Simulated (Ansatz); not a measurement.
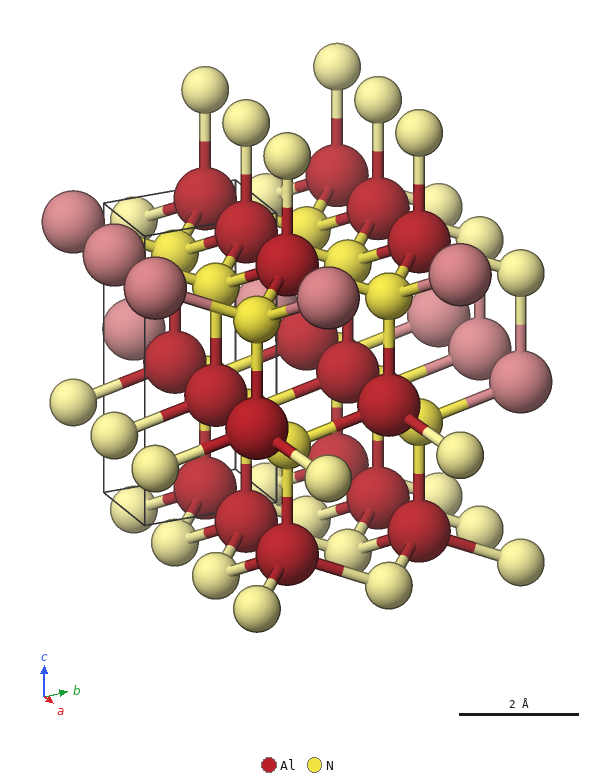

**Figure 1.** The starting structure (ball-and-stick view of the cell of the calculation, repeated 3 × 2 × 1, seen slightly off an axis; neighbours outside the cell are drawn fainter).

**Geometry relaxation, with input and output: AlN (part 1 of 2)**

System: AlN (P6₃mc, 4 atoms in the cell).
Method: DFT, PBE, plane waves, PAW (Ansatz 0.2.0).

The structure was built on a prototype by a generator; it need not be a known phase. The run did not end well.

## The program's output
```
the start keeps a symmetry that the run doesn't impose, so 4 atoms are moved at random by 1.00e-2 Å, to let the relaxation leave a saddle point. relax.escape_saddle: false keeps them in place
the run goes by scf.lower_state_search full: where its kind and settings allow, a search for a lower-energy state can add stability tests and further SCF calculations, which can take many times as long as the SCF (see the manual's entry of the key); standard usually adds fewer, off none
Engine: ansatz 0.2.0, x86_64-unknown-linux-gnu
Pseudopotentials: kind: paw
Pseudopotential: Al, paw, valence charge 3, recommended cutoff 420 eV (normal), Al.paw.azcp
Pseudopotential: N, paw, valence charge 5, recommended cutoff 420 eV (normal), N.paw.azcp
Functional definition: PBE
  parameter kappa = 0.804
  parameter beta = 0.06672455060314922
  exchange = pbe_x(kappa = kappa, mu = beta*pi^2/3)
  correlation = pbe_c(beta = beta)
Crystal: 4 atoms, lattice volume = 40.000 Å³
Basis set: ecut = 420 eV, 785 PW (Γ), exchange–correlation on 48×48×72 points (8 copies of the dense FFT grid, shifted against one another)
Bands: 12, of which v1, the nominal top of the filled ones, is band 8 counted from 1 (7 counted from 0)
Symmetry: 1 space group operations
k-points: 506 of 1008 (time reversal used)
Non-local potential: Al, projectors of the file, l = 0: 2, l = 1: 2, l = 2: 1
Non-local potential: N, projectors of the file, l = 0: 2, l = 1: 2, l = 2: 1
PAW form: soft (Blöchl's): semilocal exchange-correlation on the pseudo side does not see the compensation charge
PAW one-centre angular grid: Al, 110 points (default); XC on 64 Gauss nodes
PAW one-centre angular grid: N, 110 points (default); XC on 64 Gauss nodes
Initial density: superposition of atomic densities (neutral atoms: chi_scale 0, normalization atom), corrected by the library's trained network
Initial wavefunctions: pseudopotential atomic-orbital guess
Functional: x = pbe(κ = 0.804, μ = 0.2195149727645171), c = pbe(β = 0.06672455060314922)
SCF iter   1: F=—  HF=-1848.389188 eV  |F-HF|=—  |Δ(HF+E_count)|=         —  Δρ=9.83e-4  dr2=2.67e-4  ethr=1.77e-3  ⟨swp⟩=6.3  Hψ=42224  notcnv=0
preconditioner: auto → none  [insulator: Δε(μ)=4.677 eV  Ē_g=13.463 eV  σ=0.020 eV  W_gap=1.00  n_scr=2 (ndim 8)  ℏωp=23.5 eV  f_vac=0.000  D(μ)=0.00/eV (n_scr^D=0)  ε∞_Penn≈4.0]
SCF iter   2: F=—  HF=-1848.389462 eV  |F-HF|=—  |Δ(HF+E_count)|=   2.74e-4  Δρ=4.29e-4  dr2=2.97e-5  ethr=1.67e-6  ⟨swp⟩=2.4  Hψ=14231  notcnv=0
SCF iter   3: F=—  HF=-1848.389301 eV  |F-HF|=—  |Δ(HF+E_count)|=   1.61e-4  Δρ=9.66e-5  dr2=1.26e-6  ethr=1.86e-7  ⟨swp⟩=2.9  Hψ=11168  notcnv=0
iter 4 did not close the SCF: its close was put off for the readings that it lacked (scf_convergence_deferred on its scf_iter line)
SCF iter   4: F=-1848.389306 eV  HF=-1848.389306 eV  |F-HF|=3.18e-8  |Δ(HF+E_count)|=   4.36e-6  Δρ=1.03e-5  dr2=1.66e-8  ethr=7.89e-9  ⟨swp⟩=2.1  Hψ=9907  notcnv=0
iter 5 did not close the SCF: its close was put off for the readings that it lacked (scf_convergence_deferred on its scf_iter line)
SCF iter   5: F=-1848.389306 eV  HF=-1848.389306 eV  |F-HF|=1.30e-11  |Δ(HF+E_count)|=   3.52e-8  Δρ=7.68e-7  dr2=1.89e-10  ethr=1.04e-10  ⟨swp⟩=2.1  Hψ=10022  notcnv=0
SCF iter   6: F=-1848.389306 eV  HF=-1848.389306 eV  |F-HF|=7.30e-11  |Δ(HF+E_count)|=  1.15e-10  Δρ=2.77e-7  dr2=9.58e-11  ethr=1.18e-12  ⟨swp⟩=1.0  Hψ=17239  notcnv=0
SCF 1 converged in 6 iterations: F = -1848.389306 eV  dr2 = 9.58e-11
  greatest PAW one-centre occupation: 0.791 electrons in one spin orbital (limit 2), on the N atom at site 3 (counted from 0), in its partial waves of l = 0
relax step   1: F+E_penalty+E_count = -1848.38930559 eV  Δ(F+E_penalty+E_count) = +0.000e0 eV  max|allowed force component| = 2.834e-1 eV/Å  Δτ_max = 0.0000 Å  P = +13.892 GPa  Ω = 40.000 Å³  (6 SCF iters, dr2 threshold 1.00e-7 eV, accepted)
Crystal: 4 atoms, lattice volume = 41.222 Å³
Initial density: handed on by an earlier stage of this run
Initial wavefunctions: those handed on with the density
iter 1 solved again at ethr=1.59e-4 eV; its pass at ethr=3.10e-3 eV (dr2=2.55e-2 eV) is discarded
SCF iter   1: F=—  HF=-1848.480821 eV  |F-HF|=—  |Δ(HF+E_count)|=         —  Δρ=7.44e-3  dr2=2.55e-2  ethr=1.59e-4  ⟨swp⟩=1.0  Hψ=42417  notcnv=0
preconditioner: auto → none  [insulator: Δε(μ)=4.317 eV  Ē_g=13.192 eV  σ=0.020 eV  W_gap=1.00  n_scr=2 (ndim 8)  ℏωp=23.1 eV  f_vac=0.000  D(μ)=0.00/eV (n_scr^D=0)  ε∞_Penn≈4.1]
SCF iter   2: F=—  HF=-1848.473459 eV  |F-HF|=—  |Δ(HF+E_count)|=   7.36e-3  Δρ=1.42e-3  dr2=8.58e-4  ethr=1.59e-4  ⟨swp⟩=2.3  Hψ=11140  notcnv=0
SCF iter   3: F=—  HF=-1848.473249 eV  |F-HF|=—  |Δ(HF+E_count)|=   2.11e-4  Δρ=4.99e-4  dr2=7.13e-5  ethr=5.36e-6  ⟨swp⟩=2.0  Hψ=9754  notcnv=0
SCF iter   4: F=—  HF=-1848.473004 eV  |F-HF|=—  |Δ(HF+E_count)|=   2.45e-4  Δρ=4.66e-5  dr2=2.07e-6  ethr=4.45e-7  ⟨swp⟩=2.2  Hψ=10211  notcnv=0
iter 5 did not close the SCF: its close was put off for the readings that it lacked (scf_convergence_deferred on its scf_iter line)
SCF iter   5: F=-1848.473004 eV  HF=-1848.473004 eV  |F-HF|=1.99e-8  |Δ(HF+E_count)|=   4.07e-7  Δρ=1.97e-5  dr2=1.59e-7  ethr=1.30e-8  ⟨swp⟩=2.0  Hψ=8825  notcnv=0
SCF iter   6: F=-1848.473004 eV  HF=-1848.473004 eV  |F-HF|=3.43e-9  |Δ(HF+E_count)|=   3.63e-8  Δρ=4.14e-6  dr2=4.63e-9  ethr=9.94e-10  ⟨swp⟩=2.0  Hψ=20859  notcnv=0
SCF 2 converged in 6 iterations: F = -1848.473004 eV  dr2 = 4.63e-9
  greatest PAW one-centre occupation: 0.789 electrons in one spin orbital (limit 2), on the N atom at site 3 (counted from 0), in its partial waves of l = 0
relax step   2: F+E_penalty+E_count = -1848.47300371 eV  Δ(F+E_penalty+E_count) = -8.370e-2 eV  max|allowed force component| = 1.858e-1 eV/Å  Δτ_max = 0.0097 Å  P = +6.567 GPa  Ω = 41.222 Å³  energy of the carried Pulay correction = -3.854e-3 eV  (6 SCF iters, dr2 threshold 4.00e-7 eV, accepted)
Crystal: 4 atoms, lattice volume = 42.533 Å³
Basis set: ecut = 420 eV, 833 PW (Γ), exchange–correlation on 48×48×72 points (8 copies of the dense FFT grid, shifted against one another)
iter 1 solved again at ethr=1.68e-4 eV; its pass at ethr=3.10e-3 eV (dr2=2.68e-2 eV) is discarded
SCF iter   1: F=—  HF=-1848.504699 eV  |F-HF|=—  |Δ(HF+E_count)|=         —  Δρ=7.43e-3  dr2=2.69e-2  ethr=1.68e-4  ⟨swp⟩=1.0  Hψ=42301  notcnv=0
preconditioner: auto → none  [insulator: Δε(μ)=3.999 eV  Ē_g=12.949 eV  σ=0.020 eV  W_gap=1.00  n_scr=2 (ndim 8)  ℏωp=22.8 eV  f_vac=0.000  D(μ)=0.00/eV (n_scr^D=0)  ε∞_Penn≈4.1]
SCF iter   2: F=—  HF=-1848.496984 eV  |F-HF|=—  |Δ(HF+E_count)|=   7.71e-3  Δρ=1.30e-3  dr2=8.16e-4  ethr=1.68e-4  ⟨swp⟩=2.3  Hψ=11117  notcnv=0
SCF iter   3: F=—  HF=-1848.496794 eV  |F-HF|=—  |Δ(HF+E_count)|=   1.90e-4  Δρ=4.81e-4  dr2=7.08e-5  ethr=5.10e-6  ⟨swp⟩=2.0  Hψ=9695  notcnv=0
SCF iter   4: F=—  HF=-1848.496541 eV  |F-HF|=—  |Δ(HF+E_count)|=   2.53e-4  Δρ=3.16e-5  dr2=2.25e-7  ethr=2.50e-9  ⟨swp⟩=3.0  Hψ=25657  notcnv=0
iter 5 did not close the SCF: its close was put off for the readings that it lacked (scf_convergence_deferred on its scf_iter line)
SCF iter   5: F=-1848.496541 eV  HF=-1848.496541 eV  |F-HF|=6.98e-9  |Δ(HF+E_count)|=   1.66e-7  Δρ=7.93e-6  dr2=2.33e-8  ethr=1.40e-9  ⟨swp⟩=2.1  Hψ=9327  notcnv=0
SCF iter   6: F=-1848.496541 eV  HF=-1848.496541 eV  |F-HF|=9.15e-9  |Δ(HF+E_count)|=   1.92e-8  Δρ=2.66e-6  dr2=1.13e-8  ethr=1.46e-10  ⟨swp⟩=2.0  Hψ=18371  notcnv=0
SCF 3 converged in 6 iterations: F = -1848.496541 eV  dr2 = 1.13e-8
  greatest PAW one-centre occupation: 0.787 electrons in one spin orbital (limit 2), on the N atom at site 3 (counted from 0), in its partial waves of l = 0
relax step   3: F+E_penalty+E_count = -1848.49654116 eV  Δ(F+E_penalty+E_count) = -2.354e-2 eV  max|allowed force component| = 7.515e-3 eV/Å  Δτ_max = 0.0078 Å  P = -0.204 GPa  Ω = 42.533 Å³  energy of the carried Pulay correction = -7.861e-3 eV  (6 SCF iters, dr2 threshold 4.00e-7 eV, accepted)
Crystal: 4 atoms, lattice volume = 42.490 Å³
iter 1 solved again at ethr=1.75e-7 eV; its pass at ethr=3.10e-3 eV (dr2=2.79e-5 eV) is discarded
SCF iter   1: F=—  HF=-1848.496969 eV  |F-HF|=—  |Δ(HF+E_count)|=         —  Δρ=2.50e-4  dr2=2.94e-5  ethr=1.75e-7  ⟨swp⟩=1.4  Hψ=38064  notcnv=0
preconditioner: auto → none  [insulator: Δε(μ)=4.055 eV  Ē_g=13.003 eV  σ=0.020 eV  W_gap=1.00  n_scr=2 (ndim 8)  ℏωp=22.8 eV  f_vac=0.000  D(μ)=0.00/eV (n_scr^D=0)  ε∞_Penn≈4.1]
SCF iter   2: F=—  HF=-1848.496712 eV  |F-HF|=—  |Δ(HF+E_count)|=   2.57e-4  Δρ=5.16e-5  dr2=1.05e-6  ethr=1.75e-7  ⟨swp⟩=2.0  Hψ=9026  notcnv=0
iter 3 did not close the SCF: its close was put off for the readings that it lacked (scf_convergence_deferred on its scf_iter line)
SCF iter   3: F=-1848.496712 eV  HF=-1848.496712 eV  |F-HF|=1.48e-8  |Δ(HF+E_count)|=   2.90e-7  Δρ=1.68e-5  dr2=8.23e-8  ethr=6.58e-9  ⟨swp⟩=2.0  Hψ=9741  notcnv=0
iter 4 did not close the SCF: its close was put off for the readings that it lacked (scf_convergence_deferred on its scf_iter line)
SCF iter   4: F=-1848.496712 eV  HF=-1848.496712 eV  |F-HF|=1.20e-9  |Δ(HF+E_count)|=   6.86e-9  Δρ=1.88e-6  dr2=2.32e-9  ethr=5.14e-10  ⟨swp⟩=2.1  Hψ=10189  notcnv=0
iter 5 did not close the SCF: its close was put off for the readings that it lacked (scf_convergence_deferred on its scf_iter line)
SCF iter   5: F=-1848.496712 eV  HF=-1848.496712 eV  |F-HF|=2.67e-10  |Δ(HF+E_count)|=  1.13e-10  Δρ=6.80e-7  dr2=4.25e-10  ethr=1.45e-11  ⟨swp⟩=2.0  Hψ=9018  notcnv=0
SCF iter   6: F=-1848.496712 eV  HF=-1848.496712 eV  |F-HF|=9.09e-12  |Δ(HF+E_count)|=  7.14e-11  Δρ=1.94e-7  dr2=9.20e-12  ethr=2.65e-12  ⟨swp⟩=1.0  Hψ=16669  notcnv=0
SCF 4 converged in 6 iterations: F = -1848.496712 eV  dr2 = 9.20e-12
  greatest PAW one-centre occupation: 0.787 electrons in one spin orbital (limit 2), on the N atom at site 2 (counted from 0), in its partial waves of l = 0
relax step   4: F+E_penalty+E_count = -1848.49671195 eV  Δ(F+E_penalty+E_count) = -1.708e-4 eV  max|allowed force component| = 6.601e-4 eV/Å  Δτ_max = 0.0003 Å  P = +0.006 GPa  Ω = 42.490 Å³  energy of the carried Pulay correction = -7.730e-3 eV  (6 SCF iters, dr2 threshold 2.33e-7 eV, accepted)
Initial wavefunctions: pseudopotential atomic-orbital guess (no wavefunctions were taken with the density)
iter 1 solved again at ethr=9.89e-8 eV; its pass at ethr=3.10e-3 eV (dr2=1.58e-5 eV) is discarded
SCF iter   1: F=—  HF=-1848.507994 eV  |F-HF|=—  |Δ(HF+E_count)|=         —  Δρ=4.26e-4  dr2=1.17e-5  ethr=9.89e-8  ⟨swp⟩=3.0  Hψ=57196  notcnv=0
preconditioner: auto → none  [insulator: Δε(μ)=4.055 eV  Ē_g=13.002 eV  σ=0.020 eV  W_gap=1.00  n_scr=2 (ndim 8)  ℏωp=22.8 eV  f_vac=0.000  D(μ)=0.00/eV (n_scr^D=0)  ε∞_Penn≈4.1]
SCF iter   2: F=—  HF=-1848.507769 eV  |F-HF|=—  |Δ(HF+E_count)|=   2.25e-4  Δρ=2.01e-4  dr2=2.05e-6  ethr=7.31e-8  ⟨swp⟩=2.2  Hψ=9277  notcnv=0
SCF iter   3: F=—  HF=-1848.507778 eV  |F-HF|=—  |Δ(HF+E_count)|=   9.04e-6  Δρ=3.74e-5  dr2=9.09e-8  ethr=1.28e-8  ⟨swp⟩=2.4  Hψ=10116  notcnv=0
SCF iter   4: F=—  HF=-1848.507778 eV  |F-HF|=—  |Δ(HF+E_count)|=   3.38e-7  Δρ=3.43e-6  dr2=1.36e-9  ethr=5.68e-10  ⟨swp⟩=2.0  Hψ=10120  notcnv=0
iter 5 did not close the SCF: its close was put off for the readings that it lacked (scf_convergence_deferred on its scf_iter line)
SCF iter   5: F=-1848.507778 eV  HF=-1848.507778 eV  |F-HF|=1.82e-12  |Δ(HF+E_count)|=   2.69e-9  Δρ=1.74e-7  dr2=7.76e-12  ethr=8.51e-12  ⟨swp⟩=2.1  Hψ=9999  notcnv=0
SCF iter   6: F=-1848.507778 eV  HF=-1848.507778 eV  |F-HF|=4.55e-13  |Δ(HF+E_count)|=  1.82e-12  Δρ=3.78e-8  dr2=5.55e-13  ethr=1.00e-12  ⟨swp⟩=2.0  Hψ=18229  notcnv=0
SCF 5 converged in 6 iterations: F = -1848.507778 eV  dr2 = 5.55e-13
relax step   5: F+E_penalty+E_count = -1848.50777836 eV  Δ(F+E_penalty+E_count) = -1.107e-2 eV  max|allowed force component| = 2.997e-4 eV/Å  Δτ_max = 0.0000 Å  P = +0.426 GPa  Ω = 42.490 Å³  stress off target by 4.83e-1 GPa  SCF on the basis re-selected at this cell (its energy is not comparable with the rows above)  (6 SCF iters)
basis re-selected at this cell: Δ(F+E_penalty+E_count) = -1.107e-2 eV, ΔP = +0.420 GPa vs the last step (what re-selecting the basis moved, of the pressure what is left beyond the Pulay correction that the steps carried, after the strain that the cell walked since its last selection, with what the two solves' SCF thresholds leave and, on support functions, any second-order correction that the steps lacked; it is no measure of the basis error at this ecutwfc). This SCF's stress stands 4.83e-1 GPa from its target on what of the cell is left free (relax.cell.stress_tol is 5.00e-2 GPa) and its largest allowed force component is 3.00e-4 eV/Å (relax.f_tol is 5.00e-3 eV/Å): not within both, so this SCF does not close the relaxation
Crystal: 4 atoms, lattice volume = 42.578 Å³
iter 1 solved again at ethr=6.61e-7 eV; its pass at ethr=3.10e-3 eV (dr2=1.06e-4 eV) is discarded
SCF iter   1: F=—  HF=-1848.507914 eV  |F-HF|=—  |Δ(HF+E_count)|=         —  Δρ=4.72e-4  dr2=1.09e-4  ethr=6.61e-7  ⟨swp⟩=1.0  Hψ=36793  notcnv=0
preconditioner: auto → none  [insulator: Δε(μ)=4.032 eV  Ē_g=12.982 eV  σ=0.020 eV  W_gap=1.00  n_scr=2 (ndim 8)  ℏωp=22.8 eV  f_vac=0.000  D(μ)=0.00/eV (n_scr^D=0)  ε∞_Penn≈4.1]
SCF iter   2: F=—  HF=-1848.507634 eV  |F-HF|=—  |Δ(HF+E_count)|=   2.80e-4  Δρ=8.47e-5  dr2=3.44e-6  ethr=6.61e-7  ⟨swp⟩=2.3  Hψ=9106  notcnv=0
iter 3 did not close the SCF: its close was put off for the readings that it lacked (scf_convergence_deferred on its scf_iter line)
SCF iter   3: F=-1848.507633 eV  HF=-1848.507633 eV  |F-HF|=4.65e-8  |Δ(HF+E_count)|=   8.32e-7  Δρ=3.09e-5  dr2=2.93e-7  ethr=2.15e-8  ⟨swp⟩=2.0  Hψ=9708  notcnv=0
iter 4 did not close the SCF: its close was put off for the readings that it lacked (scf_convergence_deferred on its scf_iter line)
SCF iter   4: F=-1848.507633 eV  HF=-1848.507633 eV  |F-HF|=5.79e-10  |Δ(HF+E_count)|=   2.34e-8  Δρ=1.73e-6  dr2=7.12e-10  ethr=1.83e-9  ⟨swp⟩=2.0  Hψ=10136  notcnv=0
iter 5 did not close the SCF: its close was put off for the readings that it lacked (scf_convergence_deferred on its scf_iter line)
SCF iter   5: F=-1848.507633 eV  HF=-1848.507633 eV  |F-HF|=1.88e-10  |Δ(HF+E_count)|=  8.07e-10  Δρ=4.14e-7  dr2=2.46e-10  ethr=4.45e-12  ⟨swp⟩=2.0  Hψ=9423  notcnv=0
SCF iter   6: F=-1848.507633 eV  HF=-1848.507633 eV  |F-HF|=9.09e-12  |Δ(HF+E_count)|=  5.87e-11  Δρ=1.34e-7  dr2=1.65e-11  ethr=1.54e-12  ⟨swp⟩=1.0  Hψ=16972  notcnv=0
SCF 6 converged in 6 iterations: F = -1848.507633 eV  dr2 = 1.65e-11
```
